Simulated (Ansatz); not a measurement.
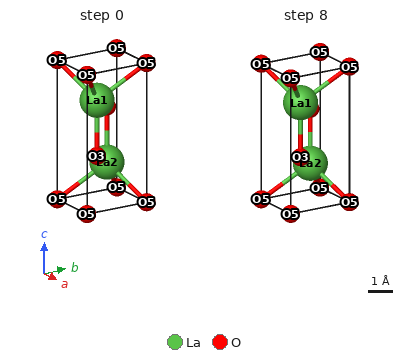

The structure of crystalline La$_{2}$O$_{3}$ (set up in P-3m1) before (left) and after (right) a relaxation, at one scale.

Style: ball-and-stick. Shown: the cell of the calculation, slightly off an axis.

Method: DFT LDA, scalar-relativistic, plane waves, PAW; settings changed in Ansatz 0.2.0.

Input
```yaml
crystal:
  lattice:
    - [3.93077788, 0.0, 0.0]
    - [-1.96538894, 3.4041535, 0.0]
    - [0.0, 0.0, 6.11195352]
  atoms:
    - { symbol: La, position: [0.66666667, 0.33333333, 0.75376432] }
    - { symbol: La, position: [0.33333333, 0.66666667, 0.24623568] }
    - { symbol: O, position: [0.66666667, 0.33333333, 0.35410935] }
    - { symbol: O, position: [0.33333333, 0.66666667, 0.64589065] }
    - { symbol: O, position: [0.0, 0.0, 0.0] }
basis:
  ecutwfc: 420
  xc_grid: 4
kpoints:
  mp_grid: { grid: [6, 6, 4] }
hamiltonian:
  xc: lda
scf:
  occupations: { method: gaussian, width: 0.02 }
  algorithm: density_mixing
  lower_state_search: light
output:
  forces: true
  eigenvalues: true
  stress: true
relax:
  adjacent_minimum: "off"
  f_tol: 0.005
  max_steps: 80
  cell: { stress_tol: 0.05 }
```

Command:
```bash
ansatz run input.yaml --threads 4 --pin off --max-ram 8192MiB --backend cpu --events-out ev --progress --plain --runs-dir out
```

> What changed between the two?

The energy falls by 16.1 meV per atom in 5 accepted moves (8 points after the start). The largest force component goes from 0.17 to 0.0009 eV/Å. The pressure goes from −6.33 to −0.02 GPa. The line search rejected the trial step at point 1 of the run. The SCF was repeated twice at an unchanged geometry on a basis and grid sized afresh for the cell, which shifted the energy by 2.3 meV per atom at most. The largest moves relative to the cell, 0.013 Å, are those of La1 and La2. La1 goes along +c. By element the largest moves are La 0.013 Å, O 0.004 Å. The volume changes by −5.0 %, with a = b 3.931 → 3.883 Å (−1.2 %), c 6.112 → 5.952 Å (−2.6 %). Among the contacts that change: La1–O5 2.723 → 2.671 Å, La1–O3 2.443 → 2.396 Å, La1–O4 2.363 → 2.334 Å. The space group stays P-3m1 (No. 164). The run took 26 s on 4 threads of Intel(R) Xeon(R) Processor @ 2.50GHz (Skylake/Cascade Lake), with other jobs on the host, peak memory 0.48 GiB.
